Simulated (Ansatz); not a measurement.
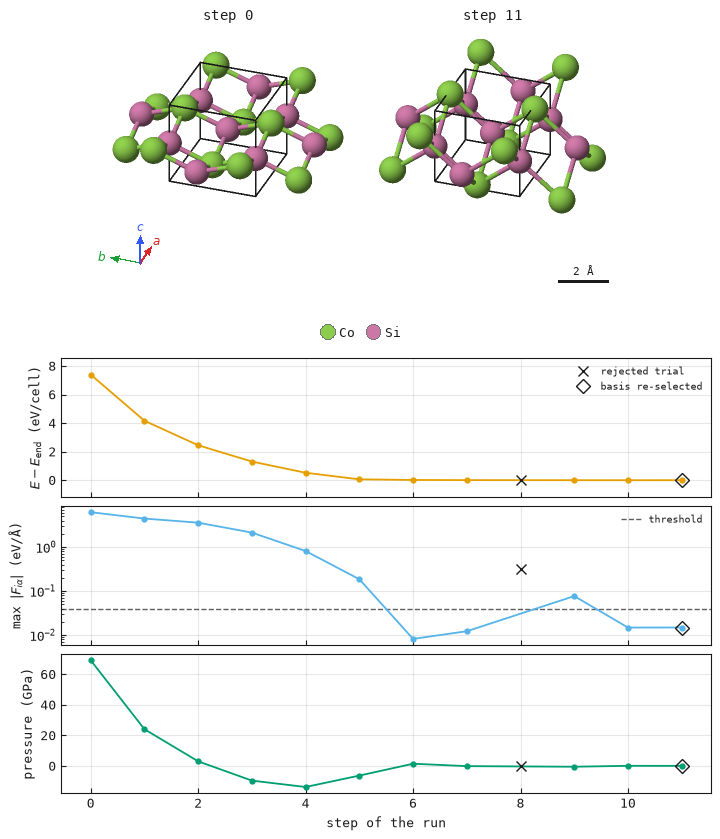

First and last geometry of a relaxation of solid CoSi (a generated structure, set up in P4/nmm) (coarse preliminary run), with the history of the run. Style: ball-and-stick. Shown: the cell of the calculation, from a free direction.

Method: DFT PBE, scalar-relativistic, plane waves, PAW (Ansatz 0.2.0). Settings: plane-wave cutoff 420 eV; k-point mesh 6 × 6 × 6; occupations gaussian; smearing width 0.1 eV; collinear spin; cell and atoms relaxed; force threshold 0.04 eV/Å; at most 70 steps.

Did the run converge, and what did it change?

Answer. It converged. Over 9 accepted moves (11 points after the start) the energy falls by 7.393 eV per cell of the calculation. The largest force component goes from 6.2 to 0.015 eV/Å. Pressure: 69.11 GPa at the start and 0.06 GPa at the end. The line search rejected the trial step at point 8 of the run. The SCF was repeated once at an unchanged geometry on a basis and grid sized afresh for the cell, which shifted the energy by 2.2 meV per cell of the calculation at most. The largest moves relative to the cell, 0.85 Å, are those of Co atoms. Si stays in place. The volume changes by −10.7 %, with a = b 3.715 → 3.643 Å (−1.9 %), c 3.543 → 3.290 Å (−7.1 %). Among the contacts that change: Co–Si 3.437 → 2.588 Å, Co–Si 1.969 → 2.329 Å. New bonds form, among them: Co–Si (3.44 → 2.59 Å). Bond angles that change, for instance: Si–Co–Si 141.4° → 102.9°, Co–Si–Co 141.4° → 102.9°, Co–Si–Co 96.3° → 112.9°. The space group stays P4/nmm (No. 129). The program noted that the starting moments weren't kept. The run took 2.1 min on 1 thread of Arm Neoverse V1, on a shared host, peak memory 0.38 GiB.
